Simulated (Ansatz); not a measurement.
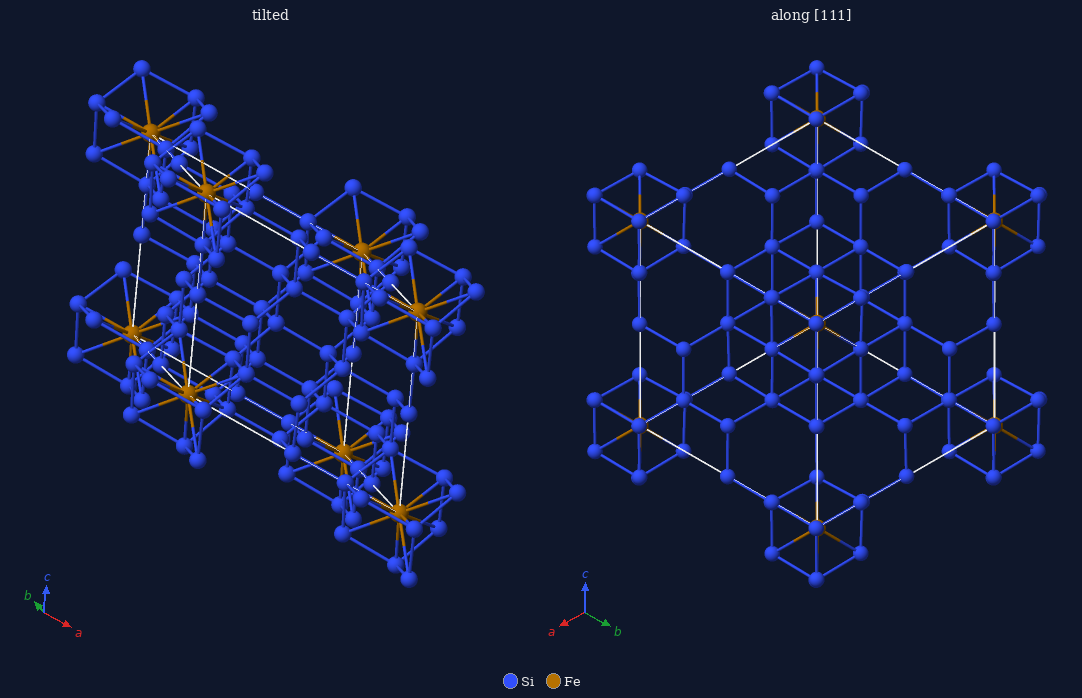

Ball-and-stick representation of a periodic structure, projected slightly off an axis and along [111]. The parallelepiped is the simulation cell. A few atoms beyond the faces are included. Cell: a = 9.356 Å, b = 9.356 Å, c = 9.356 Å, α = 109.47°, β = 109.47°, γ = 109.47°.

Notes on the structure:

- The stoichiometry is FeSi32.
- The cell has 33 atoms, namely 1 Fe, 32 Si.
- Every Fe atom has ten Si at about 2.4 to 2.7 Å as neighbours.
- The bonds build a three-dimensional framework.

The cell started as a structure listed in the Materials Project, repeated into a supercell with a point defect put in. The cell was then strained or its atoms displaced on purpose. A calculation with Ansatz used it as input.
